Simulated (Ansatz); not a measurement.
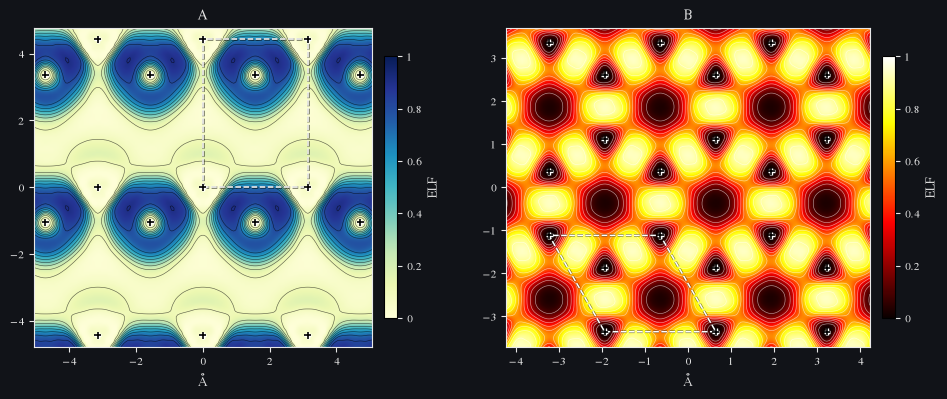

The ELF of 2 systems, each on a plane through atoms (crosses mark nuclei in the plane).

These are results of Ansatz 0.2.0, DFT LDA, scalar-relativistic, plane waves, PAW, not measurements.

System 1: C, the (001) plane of the conventional cell. Space group R-3m; a structure from a database of computed crystals, not necessarily the ambient phase; computed pressure about −40 GPa in this cell.

```
CELL_PARAMETERS angstrom
2.23516 1.29048 -0.01041
-2.23516 1.29048 0.01041
0.06291 0.00000 8.96304
ATOMIC_POSITIONS crystal
C 0.66667 0.33333 0.16672
C 0.33333 0.66667 0.50005
C 0.00000 0.00000 0.83338
C 0.00000 0.00000 0.16662
C 0.66667 0.33333 0.49995
C 0.33333 0.66667 0.83328
```

System 2: AlGaN₂, the (010) plane of the conventional cell. Space group P-4m2; a structure from a database of computed crystals, not necessarily the ambient phase; computed pressure about −5 GPa in this cell.

**Which map belongs to which system?**

Panel A is system 2, AlGaN₂: the plane holds Al and N. Al–N (1.89 Å): the ELF peaks at about 0.90 between the atoms (a polar covalent bond). Panel B is system 1, C: the plane holds C. C–C (1.49 Å): the ELF peaks at about 0.95 between the atoms, as expected for localised, covalent bonding.
